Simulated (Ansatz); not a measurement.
Zn15Se17: geometry relaxation (part 2 of 4)

The same run, continued: Zn15Se17 (defect cell, 32 atoms in the cell); DFT PBE, scalar-relativistic, plane waves, PAW, no spin polarisation (Ansatz 0.2.0); cutoff 420 eV, 2×2×2 k-mesh, Gaussian smearing of 0.01 eV. The structure derives from a Materials Project entry. It belongs to a series of runs on one base structure; here: Se on a Zn site (a), charge +0, atoms relaxed at the host's cell.

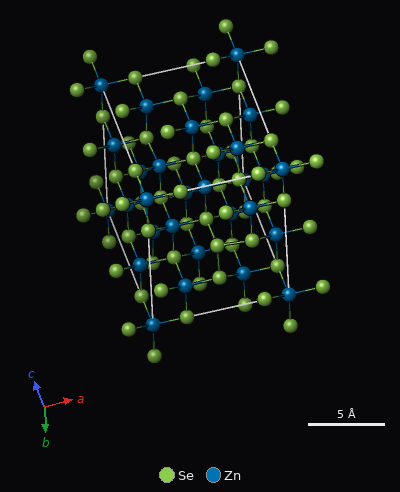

*The geometry at step 1 of the log (ball-and-stick view of the cell of the calculation, seen at an oblique angle; bonded neighbours outside the cell are drawn too).*

## Output, continued
```
--- Forces (eV/Å), atoms counted from 1 ---
  atom   1  Se    -0.00957410     0.00832601     0.00699937
  atom   2  Zn    -0.00094206    -0.00067971     0.00046092
  atom   3  Zn     0.00051420    -0.00040115     0.00024241
  atom   4  Zn     0.00068062    -0.00076078    -0.00049743
  atom   5  Zn    -0.00161906     0.00091532    -0.00086175
  atom   6  Zn     0.00023004    -0.00183358    -0.00071571
  atom   7  Zn     0.00096303     0.00147153     0.00132641
  atom   8  Zn    -0.00055222     0.00071787    -0.00096975
  atom   9  Zn     0.00034031     0.00133443     0.00080313
  atom  10  Zn     0.00027279     0.00072728     0.00006209
  atom  11  Zn     0.00019137    -0.00055755     0.00056043
  atom  12  Zn     0.00001099    -0.00017508    -0.00003690
  atom  13  Zn     0.00198865    -0.00031593    -0.00070661
  atom  14  Zn    -0.00083266     0.00092742    -0.00044610
  atom  15  Zn    -0.00090683    -0.00082898     0.00020629
  atom  16  Zn    -0.00027081    -0.00008319    -0.00054291
  atom  17  Se     0.00386613    -0.00419678    -0.00548234
  atom  18  Se    -0.00037641     0.00054776    -0.00060081
  atom  19  Se    -0.00030697    -0.00049602     0.00062078
  atom  20  Se     0.00034415    -0.00017788     0.00122297
  atom  21  Se     0.00079379    -0.00085010     0.00093133
  atom  22  Se    -0.00048798     0.00169609     0.00006637
  atom  23  Se    -0.00099669    -0.00069857    -0.00010454
  atom  24  Se     0.00001088     0.00008360     0.00063467
  atom  25  Se    -0.00061506     0.00006896    -0.00016836
  atom  26  Se     0.00385532    -0.00127153    -0.00163216
  atom  27  Se     0.00037365    -0.00004311     0.00082837
  atom  28  Se     0.00182586    -0.00136612    -0.00204099
  atom  29  Se    -0.00189970     0.00073474     0.00017890
  atom  30  Se     0.00057346    -0.00020357     0.00068596
  atom  31  Se     0.00082456     0.00058952     0.00091813
  atom  32  Se     0.00168812    -0.00316835    -0.00193038
  max |Σ_I F_I| component: 3.26e-5 eV/Å
--- Band table (eV) ---
  k-point 0: bands = ["-41.3525", "-41.3525", "-41.0173", "-41.0173", "-40.9072", "-40.7285", "-40.7275", "-40.7270", "-40.7097", "-40.7087", ... 62 levels left out ..., "-40.3451", "-40.3449", "-40.3427", "-40.3426", "-40.3423", "-40.3402", "-40.3401", "-40.3399", "-39.6684", "-39.6684", "-39.6001", "-39.6001", "-39.5776", "-7.3718", "-6.4078", "-6.4076", "-6.2927", "-6.0221", "-6.0100", "-6.0095", "-5.8386", "-5.8385", "-5.8325", "-5.8142", "-5.8130", "-5.8129", "-5.8097", "-5.8096", "-5.2267",
      "-4.5361", "-0.0290", "-0.0290", "-0.0289", "-0.0144", "-0.0143", "-0.0134", "-0.0091", "-0.0090", "0.0123", "0.0215", "0.0216", "0.0363", "0.0404", "0.0440", "0.0441", "0.0567", "0.0583", "0.0583", "0.0592", "0.0658", "0.0658", "0.0924", "0.0925", "0.0993", "0.1215", "0.1215", "0.1223", "0.1407", "0.1422", "0.1422", "0.1678", "0.1678", "0.1680", "0.2035", "0.2174", "0.2175", "0.2225", "0.2353", "0.2389",
      "0.2389", "0.2532", "0.2533", "0.2601", "0.2601", "0.2611", "0.2750", "0.2750", "0.2992", "0.3140", "0.3141", "0.3220", "0.3223", "0.3334", "0.3334", "0.3417", "0.3417", "0.3450", "0.3495", "0.3495", "0.4147", "0.4147", "0.4161", "0.4604", "0.4708", "0.4708", "0.4823", "0.4910", "0.4910", "0.5045", "0.5096", "0.5096", "0.5328", "0.5377", "0.5377", "0.6259", "1.6748", "1.6750", "1.8593", "1.8785",
      "1.8786", "1.9049", "1.9052", "1.9068", "1.9817", "2.0528", "2.0529", "2.7816", "2.7824", "3.0705", "3.3781", "3.5238", "3.5238", "3.8753", "3.9817", "3.9968", "4.0261", "4.0261", "4.0625", "4.0626", "4.1294", "4.1563", "4.1564", "4.5450", "4.5453", "4.7925", "4.8354", "4.8354", "4.8501", "4.9123", "4.9124", "4.9449", "4.9889", "4.9890", "4.9973", "5.7304", "5.7306", "5.8320", "5.9128", "5.9129",
      "5.9381", "6.0158", "6.0158", "6.2442", "6.7227", "8.2114", "8.2131", "9.1700", "9.2202", "9.2203", "9.4593", "10.0164", "10.0684", "10.0686", "10.1338", "10.1339", "10.1667", "10.3556", "10.3557", "10.7706", "10.7708", "10.8937", "11.3677", "11.7689", "11.7690", "11.8812", "11.8813", "12.0241", "12.0357", "12.0359", "12.1367", "12.1648", "12.1650", "12.4028", "12.7693", "12.8106", "12.8107", "12.8580", "12.8645", "12.8646",
      "12.9302", "12.9302", "13.0213", "13.2905", "13.2906", "13.4868", "13.7335", "13.7336", "13.7999", "13.8159", "13.8447"]
  k-point 1: bands = ["-41.3525", "-41.3525", "-41.0173", "-41.0173", "-40.9072", "-40.7285", "-40.7275", "-40.7270", "-40.7097", "-40.7087", ... 62 levels left out ..., "-40.3451", "-40.3449", "-40.3427", "-40.3426", "-40.3423", "-40.3402", "-40.3401", "-40.3399", "-39.6684", "-39.6684", "-39.6001", "-39.6001", "-39.5776", "-7.3765", "-6.4688", "-6.2805", "-6.1738", "-6.1513", "-6.0377", "-6.0089", "-5.9883", "-5.9149", "-5.8614", "-5.8263", "-5.8179", "-5.7627", "-5.7257", "-5.7000", "-5.2184",
      "-4.5396", "-0.0515", "-0.0365", "-0.0316", "-0.0172", "-0.0060", "-0.0047", "0.0002", "0.0036", "0.0109", "0.0139", "0.0210", "0.0286", "0.0300", "0.0374", "0.0414", "0.0540", "0.0579", "0.0606", "0.0642", "0.0716", "0.0805", "0.0829", "0.0916", "0.0978", "0.1042", "0.1217", "0.1220", "0.1336", "0.1525", "0.1539", "0.1616", "0.1676", "0.1893", "0.2023", "0.2089", "0.2170", "0.2362", "0.2456", "0.2503",
      "0.2519", "0.2558", "0.2573", "0.2690", "0.2749", "0.2776", "0.2866", "0.2933", "0.3034", "0.3047", "0.3108", "0.3115", "0.3223", "0.3250", "0.3319", "0.3322", "0.3409", "0.3412", "0.3474", "0.3518", "0.3722", "0.3740", "0.4040", "0.4214", "0.4604", "0.4724", "0.4796", "0.4835", "0.5032", "0.5042", "0.5088", "0.5163", "0.5604", "0.5650", "0.5829", "0.6364", "1.6422", "1.6502", "1.7505", "1.7540",
      "1.7938", "1.8380", "1.8730", "1.9536", "1.9572", "2.2652", "2.5965", "2.6602", "2.9297", "3.0360", "3.1240", "3.1959", "3.5188", "3.5382", "3.7133", "3.8546", "4.0394", "4.0666", "4.2339", "4.2357", "4.4820", "4.5870", "4.6027", "4.6494", "4.6678", "4.7294", "4.7461", "4.7555", "4.7635", "4.8161", "4.8474", "4.8750", "5.0853", "5.2946", "5.3845", "5.4729", "5.5235", "5.5536", "5.5621", "5.6364",
      "5.6543", "5.9803", "6.0111", "6.2630", "6.8460", "8.2405", "8.4221", "9.1068", "9.6337", "9.7276", "9.7362", "9.9830", "10.1183", "10.2796", "10.3764", "10.4033", "10.4849", "10.5307", "10.5573", "10.6714", "10.7180", "10.8634", "11.0700", "11.1640", "11.1761", "11.2414", "11.2973", "11.6908", "11.7427", "11.8301", "12.3106", "12.3512", "12.4051", "12.4269", "12.5163", "12.5464", "12.6966", "12.8162", "12.8400", "12.9369",
      "12.9840", "13.0565", "13.1006", "13.1378", "13.1634", "13.1831", "13.2104", "13.2430", "13.3856", "13.5091", "13.9855"]
  k-point 2: bands = ["-41.3525", "-41.3525", "-41.0173", "-41.0173", "-40.9072", "-40.7285", "-40.7275", "-40.7270", "-40.7097", "-40.7087", ... 62 levels left out ..., "-40.3451", "-40.3449", "-40.3427", "-40.3426", "-40.3423", "-40.3402", "-40.3401", "-40.3399", "-39.6684", "-39.6684", "-39.6001", "-39.6001", "-39.5776", "-7.3765", "-6.4687", "-6.2807", "-6.1737", "-6.1512", "-6.0377", "-6.0090", "-5.9884", "-5.9149", "-5.8614", "-5.8264", "-5.8179", "-5.7626", "-5.7258", "-5.7000", "-5.2184",
      "-4.5396", "-0.0516", "-0.0365", "-0.0316", "-0.0172", "-0.0061", "-0.0046", "0.0002", "0.0036", "0.0108", "0.0139", "0.0210", "0.0287", "0.0301", "0.0374", "0.0414", "0.0540", "0.0578", "0.0606", "0.0642", "0.0716", "0.0805", "0.0829", "0.0917", "0.0978", "0.1042", "0.1217", "0.1220", "0.1336", "0.1525", "0.1539", "0.1616", "0.1676", "0.1893", "0.2023", "0.2089", "0.2170", "0.2362", "0.2456", "0.2503",
      "0.2519", "0.2558", "0.2573", "0.2690", "0.2750", "0.2776", "0.2866", "0.2933", "0.3034", "0.3047", "0.3108", "0.3115", "0.3223", "0.3250", "0.3319", "0.3322", "0.3409", "0.3412", "0.3474", "0.3517", "0.3722", "0.3740", "0.4040", "0.4214", "0.4604", "0.4724", "0.4796", "0.4835", "0.5032", "0.5042", "0.5088", "0.5163", "0.5604", "0.5650", "0.5829", "0.6364", "1.6423", "1.6502", "1.7506", "1.7540",
      "1.7939", "1.8379", "1.8730", "1.9537", "1.9572", "2.2651", "2.5964", "2.6603", "2.9297", "3.0360", "3.1241", "3.1959", "3.5188", "3.5382", "3.7133", "3.8546", "4.0393", "4.0667", "4.2339", "4.2357", "4.4820", "4.5870", "4.6028", "4.6494", "4.6679", "4.7294", "4.7460", "4.7554", "4.7635", "4.8160", "4.8475", "4.8749", "5.0852", "5.2947", "5.3844", "5.4729", "5.5235", "5.5536", "5.5621", "5.6364",
      "5.6543", "5.9803", "6.0111", "6.2629", "6.8460", "8.2403", "8.4224", "9.1067", "9.6337", "9.7275", "9.7362", "9.9829", "10.1183", "10.2797", "10.3765", "10.4033", "10.4850", "10.5307", "10.5573", "10.6713", "10.7180", "10.8635", "11.0699", "11.1641", "11.1759", "11.2414", "11.2974", "11.6908", "11.7426", "11.8301", "12.3104", "12.3513", "12.4051", "12.4271", "12.5163", "12.5463", "12.6967", "12.8163", "12.8399", "12.9368",
      "12.9840", "13.0564", "13.1006", "13.1378", "13.1635", "13.1831", "13.2105", "13.2430", "13.3858", "13.5092", "13.9855"]
  k-point 3: bands = ["-41.3525", "-41.3525", "-41.0173", "-41.0173", "-40.9072", "-40.7285", "-40.7275", "-40.7270", "-40.7097", "-40.7087", ... 62 levels left out ..., "-40.3451", "-40.3449", "-40.3427", "-40.3426", "-40.3423", "-40.3402", "-40.3401", "-40.3399", "-39.6684", "-39.6684", "-39.6001", "-39.6001", "-39.5776", "-7.3765", "-6.4689", "-6.2802", "-6.1740", "-6.1514", "-6.0378", "-6.0089", "-5.9882", "-5.9150", "-5.8614", "-5.8263", "-5.8179", "-5.7627", "-5.7257", "-5.7000", "-5.2184",
      "-4.5396", "-0.0516", "-0.0365", "-0.0316", "-0.0172", "-0.0060", "-0.0046", "0.0001", "0.0036", "0.0109", "0.0139", "0.0210", "0.0286", "0.0300", "0.0374", "0.0415", "0.0540", "0.0579", "0.0606", "0.0642", "0.0716", "0.0805", "0.0828", "0.0916", "0.0978", "0.1042", "0.1218", "0.1220", "0.1336", "0.1525", "0.1538", "0.1616", "0.1676", "0.1893", "0.2022", "0.2089", "0.2170", "0.2362", "0.2455", "0.2504",
      "0.2520", "0.2558", "0.2572", "0.2690", "0.2750", "0.2776", "0.2867", "0.2933", "0.3034", "0.3047", "0.3107", "0.3114", "0.3223", "0.3250", "0.3318", "0.3322", "0.3410", "0.3413", "0.3473", "0.3517", "0.3722", "0.3740", "0.4040", "0.4214", "0.4604", "0.4724", "0.4796", "0.4835", "0.5032", "0.5042", "0.5088", "0.5163", "0.5604", "0.5650", "0.5829", "0.6364", "1.6421", "1.6504", "1.7506", "1.7541",
      "1.7937", "1.8380", "1.8729", "1.9537", "1.9572", "2.2650", "2.5969", "2.6599", "2.9295", "3.0359", "3.1242", "3.1960", "3.5188", "3.5382", "3.7132", "3.8547", "4.0393", "4.0667", "4.2340", "4.2356", "4.4819", "4.5871", "4.6028", "4.6494", "4.6679", "4.7294", "4.7461", "4.7554", "4.7635", "4.8160", "4.8475", "4.8750", "5.0851", "5.2947", "5.3845", "5.4729", "5.5235", "5.5538", "5.5620", "5.6363",
      "5.6543", "5.9804", "6.0112", "6.2628", "6.8459", "8.2417", "8.4209", "9.1068", "9.6337", "9.7274", "9.7361", "9.9828", "10.1185", "10.2798", "10.3767", "10.4037", "10.4848", "10.5307", "10.5573", "10.6712", "10.7179", "10.8634", "11.0698", "11.1640", "11.1759", "11.2415", "11.2974", "11.6909", "11.7424", "11.8302", "12.3105", "12.3514", "12.4050", "12.4271", "12.5164", "12.5463", "12.6964", "12.8165", "12.8398", "12.9367",
      "12.9841", "13.0566", "13.1006", "13.1378", "13.1634", "13.1830", "13.2103", "13.2432", "13.3860", "13.5092", "13.9857"]
--- Relaxed structure (9 steps of the walk, 9 accepted, 0 SCFs on fresh bases) ---
  F+E_penalty+E_count = -142779.63550613 eV   max|allowed force component| = 9.573e-3 eV/Å
  atoms:
    - { symbol: Se, position: [0.4996735061029255, 0.4168529813110661, 0.0002580296610831187] }
    - { symbol: Zn, position: [0.24188911132655758, 0.5059961632950344, 0.25053467729215945] }
    - { symbol: Zn, position: [-0.0006040977320803788, 0.49935824205562346, 0.4998961026248531] }
    - { symbol: Zn, position: [0.499681923448158, 0.7607243428836414, 0.7612601352299007] }
    - { symbol: Zn, position: [0.7500342194993708, 0.5060090367121515, 0.7424831983638741] }
    - { symbol: Zn, position: [0.26075131666454754, 0.7607298438860475, 0.00023919659884105715] }
    - { symbol: Zn, position: [0.00775923705406617, 0.7637579454214363, 0.25794206548872606] }
    - { symbol: Zn, position: [0.4996832742663093, -0.00035393586940099417, 0.5005862848011219] }
    - { symbol: Zn, position: [0.7574285303293862, 0.763730281906543, 0.5082817424806512] }
    - { symbol: Zn, position: [0.24621798770389286, -0.0071686291936644, 0.7468078871052727] }
    - { symbol: Zn, position: [-3.666153729329813e-5, -0.00036283071079712056, 0.0001895469108556406] }
    - { symbol: Zn, position: [0.49967335729360507, 0.24622576574905178, 0.2536446111212572] }
    - { symbol: Zn, position: [0.7386210888360014, -0.0003297560067629657, 0.23917817051872123] }
    - { symbol: Zn, position: [0.2493570564342695, 0.25566079853425516, 0.49213893302210643] }
    - { symbol: Zn, position: [-0.008440077529728446, 0.2556862547139385, 0.749877149701838] }
    - { symbol: Zn, position: [0.7530921005276285, 0.2462771740872256, 0.0002613594032858102] }
    - { symbol: Se, position: [0.49969092406670623, 0.7533774172998262, 1.0002280265110348] }
    - { symbol: Se, position: [0.2503468214789958, 0.7553742904505023, 0.24779805733343377] }
    - { symbol: Se, position: [-0.0037802426642290776, 0.7467834477569615, 0.4967273992701311] }
    - { symbol: Se, position: [0.49966266703538054, 1.0048362276631886, 0.7494104574648366] }
    - { symbol: Se, position: [0.7472220899037401, 0.7553459065537091, 0.7508359839538457] }
    - { symbol: Se, position: [0.2488185451614718, 1.0048028612930917, 1.000229469693774] }
    - { symbol: Se, position: [-0.0034093047965096795, 0.004722989996883961, 0.24956638109188864] }
    - { symbol: Se, position: [0.49969117089757664, 0.2502394604158734, 0.5036996436380067] }
    - { symbol: Se, position: [0.7490114144001314, 0.004689152105544034, 0.49712516344927515] }
    - { symbol: Se, position: [0.2242321545938418, 0.22673735505559237, 0.7248103271119442] }
    - { symbol: Se, position: [0.00311233223442485, 0.2502392155197464, 0.00019364487455268697] }
    - { symbol: Se, position: [0.4996479287840081, 0.5021025066547324, 0.2756188583996875] }
    - { symbol: Se, position: [0.7505303952898201, 0.25566145305129023, 0.25109528768481704] }
    - { symbol: Se, position: [0.25213421888339604, 0.5077976357550253, 0.5033044839091007] }
    - { symbol: Se, position: [0.0027812453057036723, 0.5078149123847541, 0.7526420383038325] }
    - { symbol: Se, position: [0.7750964433379257, 0.5021641886678895, 0.00023232478529225387] }
```

## Trajectory as extended XYZ (Å, eV, eV/Å), 9 frames, from step=1 to step=9
```
32
Lattice="5.7318 5.7318 -5.7318 -5.7318 5.7318 5.7318 5.7318 -5.7318 5.7318" Properties=species:S:1:pos:R:3:forces:R:3 step=1 energy=-142777.41392
Se    0.0545    5.6654    0.0303    0.9336  -1.0391   0.0743
Zn    0.0000    2.8659    2.8659   -0.1687  -0.1564   0.1838
Zn    0.0000    0.0000    5.7318   -0.0046  -0.0259   0.0243
Zn    2.8659    2.8659    5.7318    0.0542  -0.0355   0.1667
Zn    5.7318    2.8659    2.8659    0.0372   0.1512  -0.0821
Zn   -2.8659    5.7318    2.8659   -0.0044   0.0175  -0.0204
Zn   -2.8659    2.8659    5.7318    0.1497   0.2401   0.1312
Zn    5.7318    0.0000    0.0000    0.0334  -0.0154  -0.0429
Zn    2.8659    5.7318    2.8659    0.1184   0.2050   0.1609
Zn    5.7318   -2.8659    2.8659   -0.0579   0.0034   0.0203
Zn    0.0000    0.0000    0.0000    0.0365  -0.0061   0.0226
Zn    2.8659    2.8659    0.0000    0.0902  -0.1016  -0.1328
Zn    5.7318    2.8659   -2.8659    0.0048   0.0728   0.0288
Zn    2.8659    0.0000    2.8659   -0.0424  -0.1112   0.0168
Zn    2.8659   -2.8659    5.7318   -0.3527  -0.2936   0.2427
Zn    2.8659    5.7318   -2.8659   -0.1103   0.0902   0.1029
Se    4.3383    1.4285    7.1706   -1.5351   1.5862   0.9533
Se   -1.4329    4.2988    4.2988    0.0321   0.0214  -0.0046
Se   -1.4329    1.4329    7.1647   -0.0429  -0.0562  -0.0539
Se    1.4329    4.2988    7.1647   -0.1032   0.0860   0.0854
Se    4.2988    4.2988    4.2988   -0.1549   0.0162  -0.1012
Se    1.4329    1.4329   10.0306    0.0021   0.0182   0.0029
Se    1.4329   -1.4329    1.4329    0.0248   0.0868   0.0604
Se    4.2988    1.4329    1.4329   -0.0232   0.0002   0.0950
Se    7.1647    1.4329   -1.4329   -0.0820  -0.0901  -0.0009
Se    4.2299   -1.5208    4.3371   -0.7101  -0.5902  -1.4790
Se   -1.4329    1.4329    1.4329   -0.0618  -0.0024   0.0816
Se    1.3962    4.3086    1.4191    1.0187  -1.1876   0.9116
Se    4.2988    4.2988   -1.4329   -0.0742   0.0831   0.0823
Se    1.4329    1.4329    4.2988    0.0441   0.0420  -0.0236
Se    1.4329   -1.4329    7.1647   -0.0259   0.0309  -0.0131
Se    1.3941    7.2446   -1.3617    0.9741   0.9593  -1.4942
```
